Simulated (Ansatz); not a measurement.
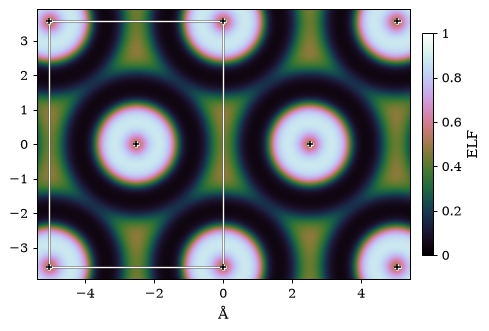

The ELF on a plane through atoms (crosses mark nuclei in the plane).

Theory: Ansatz, DFT LDA, scalar-relativistic, plane waves, PAW.

Candidates:
A. HgTe, a = 6.44 Å, b = 6.44 Å, c = 6.44 Å, α = 90.00°, β = 90.00°, γ = 90.00°. Space group F-43m.
B. K, a = 5.05 Å, b = 5.05 Å, c = 5.05 Å, α = 90.00°, β = 90.00°, γ = 90.00°. Space group Im-3m; computed without spin polarisation.

Which candidate gave the map?

Candidate B: K on the (011) plane of the conventional cell, which holds K. K–K (4.38 Å): the ELF is about 0.15 at the midpoint: no shared electron pair shows on this line.
